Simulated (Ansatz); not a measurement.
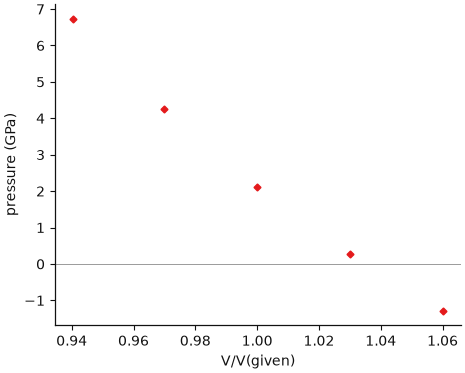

Plotted: pressure against V/V(given).

Calculation (Ansatz 0.2.0): periodic Kohn-Sham DFT of a crystal at fixed atoms, scaled to the stated factor times the given cell; pressure positive in compression. Level: PBE.

**For which of these solids was it computed?**
A. MgS, F-43m (No. 216), 23.1 Å³/atom
B. BN, F-43m (No. 216), 6.0 Å³/atom
C. ZnSe, F-43m (No. 216), 22.8 Å³/atom

C, ZnSe: pressure from −1.284 GPa to 6.739 GPa. The others give: BN, pressure from −13.5 GPa to 16.3 GPa; MgS, pressure from −2.422 GPa to 3.169 GPa.
